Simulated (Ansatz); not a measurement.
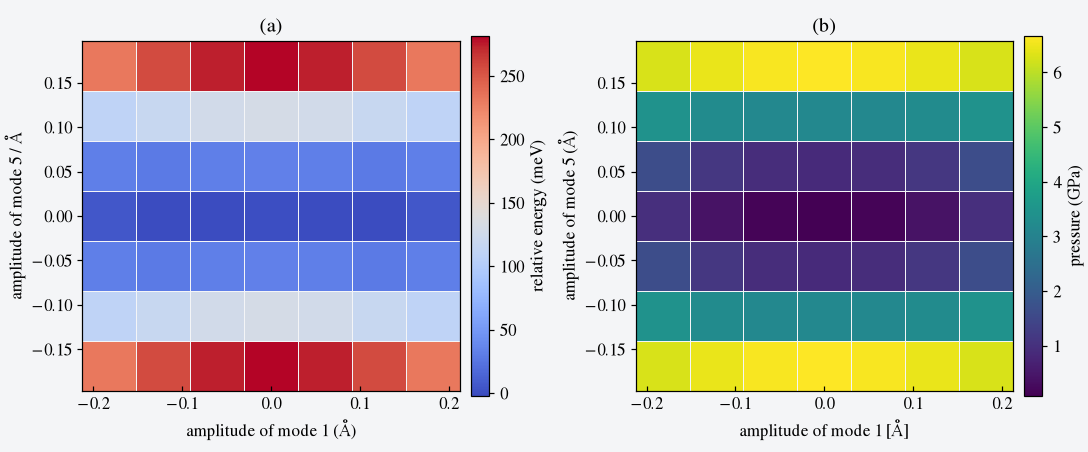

Ni (Im-3m, No. 229; 2 atoms in the cell). 
- The energy is mapped over two normal modes frozen in (zone-centre modes of the 2-atom cell of this scan, which folds in the wave vector (0, 0, 1/2) of the primitive cell).
- The first coordinate is: amplitude of mode 1 (48i cm⁻¹), largest displacement; the second: amplitude of mode 5 (221 cm⁻¹), largest displacement.
- Nothing is relaxed (the cell and all other modes fixed).
- The scan uses a 7 × 7 grid; 16 points were computed and 33 follow by symmetry.
- Points are written as (first, second).
- All energies are given in meV per cell relative to the relaxed high-symmetry cell.
- The runs have no spin polarisation; a magnetic state may lie lower.
- Computed with Ansatz 0.2.0, DFT LDA, scalar-relativistic, plane waves, PAW. Settings: cutoff 520 eV, k-mesh 20×20×12 in the order of the run's cell vectors, gaussian smearing 0.15 eV, no spin polarisation.

Panel (a) is the energy; panel (b) is the computed pressure, in GPa.

In the figure: one coloured cell a grid point.

How does the pressure vary over the map, and what is it at the lowest grid point?

Answer. It runs from 0.1 GPa at (0.000 Å, 0.000 Å) to 6.7 GPa at (0.000 Å, −0.169 Å). At the lowest grid point, (−0.121 Å, 0.000 Å), it is 0.4 GPa.

PAW datasets: the set soft_1.
